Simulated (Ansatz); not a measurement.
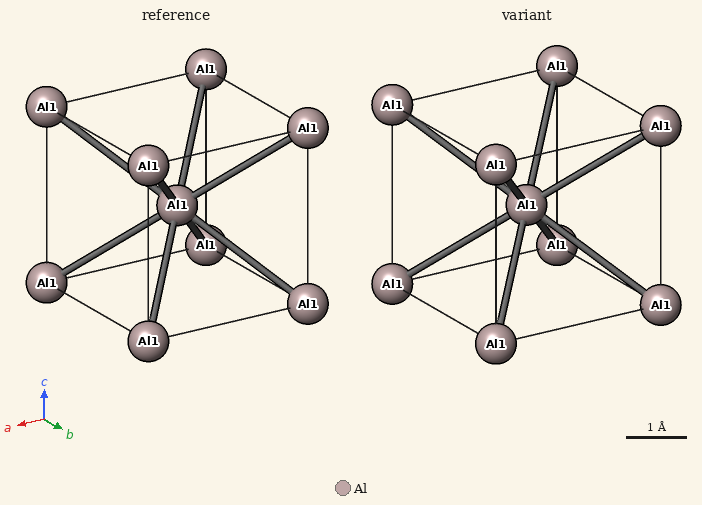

Left: a symmetric starting cell of Al. Right: the same structure after one change, at the same scale. Style: ball-and-stick. Shown: the conventional cell (2 times the calculation's cell), from a free direction. Lengths and directions refer to the drawn axes.

All numbers below come from Ansatz, DFT PBEsol, scalar-relativistic, plane waves, PAW. (plane-wave cutoff 420 eV; k-point mesh 16 × 16 × 16; occupations gaussian; smearing width 0.1 eV; no spin polarisation)

Which change leads from the left to the right?

Answer. The cell is strained by +3.3 % along a and +1.8 % across it (volume +7.2 %), the atoms keeping their fractional coordinates. No relaxation follows. The starting cell wasn't computed here and needn't be at equilibrium, so pressure and forces aren't due to the change alone.

And its effect?

Answer. Some distances before and after: Al–Al 2.756 → 2.821 Å. The space group (tolerance 0.01 Å) goes from Im-3m (No. 229) to I4/mmm (No. 139). The pressure is −2.7 GPa (not all of it need come from the change, since the unchanged cell can be under pressure at this level too). The principal stresses (compression positive) are −2.0 GPa along a and −3.1 GPa across it. All forces vanish by symmetry.
